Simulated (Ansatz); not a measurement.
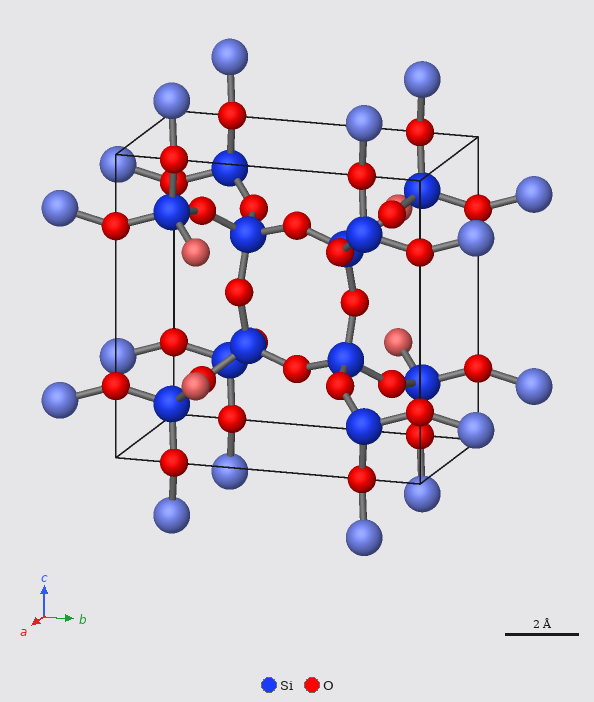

**Figure 1.** The input geometry (ball-and-stick view of the cell of the calculation, seen slightly off an axis; neighbours outside the cell are drawn fainter). An atom can appear more than once, as a periodic image.

# Geometry relaxation of SiO$_{2}$ (part 1 of 2)

SiO$_{2}$ (Pnnm, 24 atoms in the cell), computed with DFT r2SCAN, scalar-relativistic, plane waves, PAW (Ansatz 0.2.0).

The structure derives from a Materials Project entry. The run did not end well. It belongs to a series of runs on one base structure; here: volume × 1.03, shape and atoms relaxed.

**Output**
```
Engine: ansatz 0.2.0, x86_64-unknown-linux-gnu
Pseudopotentials: kind: paw
Pseudopotential: Si, paw, valence charge 4, recommended cutoff 500 eV (meta_gga), Si.paw.azcp
Pseudopotential: O, paw, valence charge 6, recommended cutoff 500 eV (meta_gga), O.paw.azcp
Functional definition: r2SCAN
  parameter k0 = 0.174
  parameter k1 = 0.065
  parameter a1 = 4.9479
  exchange = r2scan_x(k0 = k0, k1 = k1, a1 = a1)
  correlation = r2scan_c
Crystal: 24 atoms, lattice volume = 387.094 Å³
Basis set: ecut = 500 eV, 9797 PW (Γ), exchange–correlation on 160×288×256 points (64 copies of the dense FFT grid, shifted against one another)
Bands: 88, of which v1, the nominal top of the filled ones, is band 64 counted from 1 (63 counted from 0)
Symmetry: 8 space group operations
Space group: Pnnm (ITA 58), of the structure as read, at distance tolerance 7.3e-5 Å
k-points: 36 of 96
Non-local potential: Si, projectors of the file, l = 0: 2, l = 1: 2, l = 2: 2
Non-local potential: O, projectors of the file, l = 0: 2, l = 1: 2, l = 2: 1
PAW form: soft (Blöchl's): semilocal exchange-correlation on the pseudo side does not see the compensation charge
PAW frozen core: Si, regenerated for the run's functional (the file was generated under x = pbe(κ = 0.804, μ = 0.2195149727645171), c = pbe(β = 0.06672455060314922))
PAW frozen core: O, regenerated for the run's functional (the file was generated under x = pbe(κ = 0.804, μ = 0.2195149727645171), c = pbe(β = 0.06672455060314922))
PAW one-centre angular grid: Si, 302 points (default); XC on 160 Gauss nodes
PAW one-centre angular grid: O, 302 points (default); XC on 160 Gauss nodes
Initial density: superposition of atomic densities (neutral atoms: chi_scale 0, normalization atom), corrected by the library's trained network
Initial wavefunctions: pseudopotential atomic-orbital guess
Functional: x = r2scan, c = r2scan; τ floored in thin density (d = 2e-4 eV/Å³)
SCF iter   1: F=—  HF=-14239.739145 eV  |F-HF|=—  |Δ(HF+E_count)|=         —  Δρ=6.65e-3  dr2=1.73e-1  dr2_τ=1.97e0  ethr=1.77e-3  ⟨swp⟩=7.2  Hψ=16087  notcnv=0  defer=305
preconditioner: auto → Resta (q_TF=auto, 2.269 Å⁻¹)  ε∞=2.5  [insulator: Δε(μ)=6.259 eV  Ē_g=17.597 eV  σ=0.020 eV  W_gap=1.00  n_scr=74 (ndim 8)  ℏωp=21.4 eV  f_vac=0.287  D(μ)=0.00/eV (n_scr^D=0)  ε∞_Penn≈2.5]
SCF iter   2: F=—  HF=-14240.371219 eV  |F-HF|=—  |Δ(HF+E_count)|=   6.32e-1  Δρ=4.20e-3  dr2=4.38e-2  dr2_τ=3.99e-3  ethr=1.35e-4  ⟨swp⟩=3.0  Hψ=6361  notcnv=0  defer=671
SCF iter   3: F=—  HF=-14240.367817 eV  |F-HF|=—  |Δ(HF+E_count)|=   3.40e-3  Δρ=7.78e-4  dr2=2.09e-3  dr2_τ=4.88e-4  ethr=3.42e-5  ⟨swp⟩=2.9  Hψ=4487  notcnv=0  defer=671
SCF iter   4: F=—  HF=-14240.367896 eV  |F-HF|=—  |Δ(HF+E_count)|=   7.89e-5  Δρ=2.53e-4  dr2=1.48e-4  dr2_τ=2.65e-5  ethr=1.63e-6  ⟨swp⟩=2.0  Hψ=4938  notcnv=0  defer=671
SCF iter   5: F=—  HF=-14240.367892 eV  |F-HF|=—  |Δ(HF+E_count)|=   3.64e-6  Δρ=7.69e-5  dr2=1.19e-5  dr2_τ=2.03e-6  ethr=1.15e-7  ⟨swp⟩=2.0  Hψ=4474  notcnv=0  defer=671
SCF iter   6: F=—  HF=-14240.368085 eV  |F-HF|=—  |Δ(HF+E_count)|=   1.93e-4  Δρ=2.22e-5  dr2=2.20e-6  dr2_τ=7.73e-8  ethr=9.27e-9  ⟨swp⟩=2.0  Hψ=4648  notcnv=0  defer=671
SCF iter   7: F=—  HF=-14240.368087 eV  |F-HF|=—  |Δ(HF+E_count)|=   1.91e-6  Δρ=7.94e-6  dr2=2.39e-7  dr2_τ=1.16e-8  ethr=1.72e-9  ⟨swp⟩=2.0  Hψ=4817  notcnv=0  defer=671
SCF iter   8: F=-14240.368087 eV  HF=-14240.368087 eV  |F-HF|=3.63e-9  |Δ(HF+E_count)|=   6.65e-8  Δρ=2.43e-6  dr2=2.36e-8  dr2_τ=5.93e-10  ethr=7.81e-11  ⟨swp⟩=13.8  Hψ=18214  notcnv=0
SCF 1 converged in 8 iterations: F = -14240.368087 eV  dr2 = 2.36e-8
  greatest PAW one-centre occupation: 0.868 electrons in one spin orbital (limit 2), on the O atom at site 23 (counted from 0), in its partial waves of l = 0
relax step   1: F+E_penalty+E_count = -14240.36808669 eV  Δ(F+E_penalty+E_count) = +0.000e0 eV  max|allowed force component| = 2.908e-1 eV/Å  Δτ_max = 0.0000 Å  P = -4.518 GPa  Ω = 387.094 Å³  fix = [volume]  reactions: volume -4.518 GPa  (8 SCF iters, dr2 threshold 1.00e-7 eV, accepted)
Initial density: handed on by an earlier stage of this run
Initial wavefunctions: those handed on with the density
iter 1 solved again at ethr=1.69e-5 eV; its pass at ethr=3.10e-3 eV (dr2=2.16e-2 eV) is discarded
SCF iter   1: F=—  HF=-14240.399421 eV  |F-HF|=—  |Δ(HF+E_count)|=         —  Δρ=3.18e-3  dr2=2.26e-2  dr2_τ=2.82e-1  ethr=1.69e-5  ⟨swp⟩=5.1  Hψ=16133  notcnv=0  defer=2
preconditioner: auto → Resta (q_TF=auto, 2.269 Å⁻¹)  ε∞=2.5  [insulator: Δε(μ)=6.219 eV  Ē_g=17.541 eV  σ=0.020 eV  W_gap=1.00  n_scr=74 (ndim 8)  ℏωp=21.4 eV  f_vac=0.290  D(μ)=0.00/eV (n_scr^D=0)  ε∞_Penn≈2.5]
SCF iter   2: F=—  HF=-14240.421908 eV  |F-HF|=—  |Δ(HF+E_count)|=   2.25e-2  Δρ=1.77e-3  dr2=7.23e-3  dr2_τ=4.87e-4  ethr=1.69e-5  ⟨swp⟩=3.1  Hψ=6701  notcnv=0
SCF iter   3: F=—  HF=-14240.421587 eV  |F-HF|=—  |Δ(HF+E_count)|=   3.20e-4  Δρ=5.91e-4  dr2=7.99e-4  dr2_τ=1.67e-4  ethr=5.65e-6  ⟨swp⟩=2.3  Hψ=5893  notcnv=0
SCF iter   4: F=—  HF=-14240.421653 eV  |F-HF|=—  |Δ(HF+E_count)|=   6.52e-5  Δρ=1.87e-4  dr2=6.32e-5  dr2_τ=5.98e-6  ethr=6.24e-7  ⟨swp⟩=2.0  Hψ=4921  notcnv=0
SCF iter   5: F=—  HF=-14240.421692 eV  |F-HF|=—  |Δ(HF+E_count)|=   3.97e-5  Δρ=9.78e-5  dr2=2.63e-5  dr2_τ=3.91e-6  ethr=4.94e-8  ⟨swp⟩=2.0  Hψ=5406  notcnv=0
SCF iter   6: F=-14240.421688 eV  HF=-14240.421688 eV  |F-HF|=7.43e-7  |Δ(HF+E_count)|=   3.92e-6  Δρ=2.68e-5  dr2=2.01e-6  dr2_τ=1.21e-7  ethr=1.87e-9  ⟨swp⟩=7.4  Hψ=17470  notcnv=0
SCF 2 converged in 6 iterations: F = -14240.421688 eV  dr2 = 2.01e-6
relax step   2: F+E_penalty+E_count = -14240.42168763 eV  Δ(F+E_penalty+E_count) = -5.360e-2 eV  max|allowed force component| = 2.189e-1 eV/Å  Δτ_max = 0.0251 Å  P = -3.684 GPa  Ω = 387.094 Å³  energy of the carried Pulay correction = +4.036e-16 eV  fix = [volume]  reactions: volume -3.684 GPa  (6 SCF iters, dr2 threshold 2.40e-6 eV, accepted)
Basis set: ecut = 500 eV, 9817 PW (Γ), exchange–correlation on 160×288×256 points (64 copies of the dense FFT grid, shifted against one another)
iter 1 solved again at ethr=1.62e-4 eV; its pass at ethr=3.10e-3 eV (dr2=2.08e-1 eV) is discarded
SCF iter   1: F=—  HF=-14240.210474 eV  |F-HF|=—  |Δ(HF+E_count)|=         —  Δρ=9.34e-3  dr2=2.14e-1  dr2_τ=2.43e0  ethr=1.62e-4  ⟨swp⟩=3.8  Hψ=15607  notcnv=0  defer=1
preconditioner: auto → Resta (q_TF=auto, 2.269 Å⁻¹)  ε∞=2.5  [insulator: Δε(μ)=6.267 eV  Ē_g=17.663 eV  σ=0.020 eV  W_gap=1.00  n_scr=74 (ndim 8)  ℏωp=21.4 eV  f_vac=0.295  D(μ)=0.00/eV (n_scr^D=0)  ε∞_Penn≈2.5]
SCF iter   2: F=—  HF=-14240.480363 eV  |F-HF|=—  |Δ(HF+E_count)|=   2.70e-1  Δρ=4.78e-3  dr2=5.43e-2  dr2_τ=4.64e-3  ethr=1.62e-4  ⟨swp⟩=3.4  Hψ=7193  notcnv=0
SCF iter   3: F=—  HF=-14240.475823 eV  |F-HF|=—  |Δ(HF+E_count)|=   4.54e-3  Δρ=1.98e-3  dr2=8.70e-3  dr2_τ=1.96e-3  ethr=4.24e-5  ⟨swp⟩=3.5  Hψ=6699  notcnv=0  defer=17
SCF iter   4: F=—  HF=-14240.474741 eV  |F-HF|=—  |Δ(HF+E_count)|=   1.08e-3  Δρ=5.32e-4  dr2=4.90e-4  dr2_τ=4.21e-5  ethr=6.80e-6  ⟨swp⟩=2.1  Hψ=5907  notcnv=0  defer=17
SCF iter   5: F=—  HF=-14240.475227 eV  |F-HF|=—  |Δ(HF+E_count)|=   4.86e-4  Δρ=1.40e-4  dr2=5.36e-5  dr2_τ=1.01e-5  ethr=3.83e-7  ⟨swp⟩=2.0  Hψ=5315  notcnv=0  defer=17
SCF iter   6: F=—  HF=-14240.475234 eV  |F-HF|=—  |Δ(HF+E_count)|=   7.11e-6  Δρ=6.44e-5  dr2=9.12e-6  dr2_τ=1.21e-6  ethr=4.19e-8  ⟨swp⟩=2.0  Hψ=5292  notcnv=0  defer=17
SCF iter   7: F=-14240.475237 eV  HF=-14240.475235 eV  |F-HF|=1.61e-6  |Δ(HF+E_count)|=   8.57e-7  Δρ=1.47e-5  dr2=8.71e-7  dr2_τ=7.00e-8  ethr=1.87e-9  ⟨swp⟩=9.7  Hψ=16079  notcnv=0
SCF 3 converged in 7 iterations: F = -14240.475237 eV  dr2 = 8.71e-7
  greatest PAW one-centre occupation: 0.869 electrons in one spin orbital (limit 2), on the O atom at site 23 (counted from 0), in its partial waves of l = 0
relax step   3: F+E_penalty+E_count = -14240.47523668 eV  Δ(F+E_penalty+E_count) = -5.355e-2 eV  max|allowed force component| = 4.689e-1 eV/Å  Δτ_max = 0.0768 Å  P = -1.019 GPa  Ω = 387.094 Å³  energy of the carried Pulay correction = +4.036e-17 eV  fix = [volume]  reactions: volume -1.019 GPa  (7 SCF iters, dr2 threshold 2.40e-6 eV, accepted)
Basis set: ecut = 500 eV, 9813 PW (Γ), exchange–correlation on 160×288×256 points (64 copies of the dense FFT grid, shifted against one another)
iter 1 solved again at ethr=4.16e-5 eV; its pass at ethr=3.10e-3 eV (dr2=5.32e-2 eV) is discarded
SCF iter   1: F=—  HF=-14240.508321 eV  |F-HF|=—  |Δ(HF+E_count)|=         —  Δρ=4.45e-3  dr2=5.71e-2  dr2_τ=7.41e-1  ethr=4.16e-5  ⟨swp⟩=4.5  Hψ=16209  notcnv=0
preconditioner: auto → Resta (q_TF=auto, 2.269 Å⁻¹)  ε∞=2.5  [insulator: Δε(μ)=6.269 eV  Ē_g=17.692 eV  σ=0.020 eV  W_gap=1.00  n_scr=74 (ndim 8)  ℏωp=21.4 eV  f_vac=0.298  D(μ)=0.00/eV (n_scr^D=0)  ε∞_Penn≈2.5]
SCF iter   2: F=—  HF=-14240.516454 eV  |F-HF|=—  |Δ(HF+E_count)|=   8.13e-3  Δρ=2.42e-3  dr2=1.68e-2  dr2_τ=8.69e-4  ethr=4.16e-5  ⟨swp⟩=3.7  Hψ=7258  notcnv=0  defer=2
SCF iter   3: F=—  HF=-14240.512570 eV  |F-HF|=—  |Δ(HF+E_count)|=   3.88e-3  Δρ=9.98e-4  dr2=2.32e-3  dr2_τ=4.56e-4  ethr=1.31e-5  ⟨swp⟩=2.5  Hψ=5875  notcnv=0  defer=2
SCF iter   4: F=—  HF=-14240.512428 eV  |F-HF|=—  |Δ(HF+E_count)|=   1.42e-4  Δρ=3.12e-4  dr2=1.72e-4  dr2_τ=1.63e-5  ethr=1.81e-6  ⟨swp⟩=2.0  Hψ=5353  notcnv=0
SCF iter   5: F=—  HF=-14240.512565 eV  |F-HF|=—  |Δ(HF+E_count)|=   1.36e-4  Δρ=1.16e-4  dr2=4.23e-5  dr2_τ=5.76e-6  ethr=1.35e-7  ⟨swp⟩=2.0  Hψ=5675  notcnv=0
SCF iter   6: F=—  HF=-14240.512560 eV  |F-HF|=—  |Δ(HF+E_count)|=   4.93e-6  Δρ=3.48e-5  dr2=3.41e-6  dr2_τ=3.84e-7  ethr=3.31e-8  ⟨swp⟩=2.0  Hψ=4846  notcnv=0
SCF iter   7: F=-14240.512561 eV  HF=-14240.512560 eV  |F-HF|=6.27e-7  |Δ(HF+E_count)|=   4.58e-7  Δρ=1.07e-5  dr2=4.05e-7  dr2_τ=3.74e-8  ethr=1.87e-9  ⟨swp⟩=8.4  Hψ=14784  notcnv=0
SCF 4 converged in 7 iterations: F = -14240.512561 eV  dr2 = 4.05e-7
  greatest PAW one-centre occupation: 0.869 electrons in one spin orbital (limit 2), on the O atom at site 18 (counted from 0), in its partial waves of l = 0
relax step   4: F+E_penalty+E_count = -14240.51256082 eV  Δ(F+E_penalty+E_count) = -3.732e-2 eV  max|allowed force component| = 1.578e-2 eV/Å  Δτ_max = 0.0416 Å  P = -0.548 GPa  Ω = 387.094 Å³  energy of the carried Pulay correction = -2.018e-17 eV  fix = [volume]  reactions: volume -0.548 GPa  (7 SCF iters, dr2 threshold 2.40e-6 eV, accepted)
Basis set: ecut = 500 eV, 9809 PW (Γ), exchange–correlation on 160×288×256 points (64 copies of the dense FFT grid, shifted against one another)
iter 1 solved again at ethr=7.51e-7 eV; its pass at ethr=3.10e-3 eV (dr2=9.61e-4 eV) is discarded
SCF iter   1: F=—  HF=-14240.511665 eV  |F-HF|=—  |Δ(HF+E_count)|=         —  Δρ=6.57e-4  dr2=1.10e-3  dr2_τ=1.89e-2  ethr=7.51e-7  ⟨swp⟩=4.1  Hψ=13688  notcnv=0  defer=5
preconditioner: auto → Resta (q_TF=auto, 2.269 Å⁻¹)  ε∞=2.5  [insulator: Δε(μ)=6.280 eV  Ē_g=17.701 eV  σ=0.020 eV  W_gap=1.00  n_scr=74 (ndim 8)  ℏωp=21.4 eV  f_vac=0.298  D(μ)=0.00/eV (n_scr^D=0)  ε∞_Penn≈2.5]
SCF iter   2: F=—  HF=-14240.512926 eV  |F-HF|=—  |Δ(HF+E_count)|=   1.26e-3  Δρ=3.87e-4  dr2=3.95e-4  dr2_τ=2.01e-5  ethr=7.51e-7  ⟨swp⟩=2.0  Hψ=6330  notcnv=0  defer=20
SCF iter   3: F=—  HF=-14240.512853 eV  |F-HF|=—  |Δ(HF+E_count)|=   7.31e-5  Δρ=1.14e-4  dr2=3.11e-5  dr2_τ=3.73e-6  ethr=3.09e-7  ⟨swp⟩=2.1  Hψ=5028  notcnv=0  defer=20
SCF iter   4: F=—  HF=-14240.512847 eV  |F-HF|=—  |Δ(HF+E_count)|=   5.75e-6  Δρ=5.21e-5  dr2=5.48e-6  dr2_τ=4.06e-7  ethr=2.43e-8  ⟨swp⟩=2.5  Hψ=4914  notcnv=0  defer=20
SCF iter   5: F=—  HF=-14240.513027 eV  |F-HF|=—  |Δ(HF+E_count)|=   1.80e-4  Δρ=2.12e-5  dr2=1.35e-6  dr2_τ=1.46e-7  ethr=4.28e-9  ⟨swp⟩=2.0  Hψ=5209  notcnv=0  defer=20
SCF iter   6: F=—  HF=-14240.513027 eV  |F-HF|=—  |Δ(HF+E_count)|=   2.21e-7  Δρ=3.98e-6  dr2=5.48e-8  dr2_τ=1.05e-9  ethr=1.06e-9  ⟨swp⟩=2.0  Hψ=4788  notcnv=0  defer=20
SCF iter   7: F=-14240.513027 eV  HF=-14240.513027 eV  |F-HF|=9.09e-12  |Δ(HF+E_count)|=   2.56e-9  Δρ=1.34e-6  dr2=5.28e-9  dr2_τ=6.92e-10  ethr=1.22e-11  ⟨swp⟩=9.5  Hψ=14964  notcnv=0
SCF 5 converged in 7 iterations: F = -14240.513027 eV  dr2 = 5.28e-9
relax step   5: F+E_penalty+E_count = -14240.51302688 eV  Δ(F+E_penalty+E_count) = -4.661e-4 eV  max|allowed force component| = 3.481e-3 eV/Å  Δτ_max = 0.0063 Å  P = -0.508 GPa  Ω = 387.094 Å³  energy of the carried Pulay correction = -2.018e-17 eV  fix = [volume]  reactions: volume -0.508 GPa  (7 SCF iters, dr2 threshold 1.56e-8 eV, accepted)
Initial wavefunctions: pseudopotential atomic-orbital guess (no wavefunctions were taken with the density)
iter 1 solved again at ethr=3.04e-7 eV; its pass at ethr=3.10e-3 eV (dr2=3.89e-4 eV) is discarded
SCF iter   1: F=—  HF=-14240.512792 eV  |F-HF|=—  |Δ(HF+E_count)|=         —  Δρ=4.06e-5  dr2=1.38e-7  dr2_τ=1.04e-7  ethr=3.04e-7  ⟨swp⟩=5.5  Hψ=25384  notcnv=0  defer=1
eigensolver tolerance schedule: the retry pair's looser diagonalisation over-reported the residual by 2806.55 of it (diagonalisation noise at 0.38 of the residual, at the tolerance the schedule requests for it); recorded, not acted on — ethr = c·dr2/N_el stays at c = 1.0e-1
preconditioner: auto → Resta (q_TF=auto, 2.269 Å⁻¹)  ε∞=2.5  [insulator: Δε(μ)=6.283 eV  Ē_g=17.702 eV  σ=0.020 eV  W_gap=1.00  n_scr=74 (ndim 8)  ℏωp=21.4 eV  f_vac=0.298  D(μ)=0.00/eV (n_scr^D=0)  ε∞_Penn≈2.5]
SCF iter   2: F=—  HF=-14240.513062 eV  |F-HF|=—  |Δ(HF+E_count)|=   2.71e-4  Δρ=2.04e-5  dr2=3.38e-8  dr2_τ=8.36e-7  ethr=1.08e-10  ⟨swp⟩=3.3  Hψ=8057  notcnv=0  defer=7
SCF iter   3: F=—  HF=-14240.513001 eV  |F-HF|=—  |Δ(HF+E_count)|=   6.11e-5  Δρ=2.48e-6  dr2=5.56e-9  dr2_τ=9.60e-9  ethr=2.64e-11  ⟨swp⟩=3.0  Hψ=6512  notcnv=0  defer=7
```
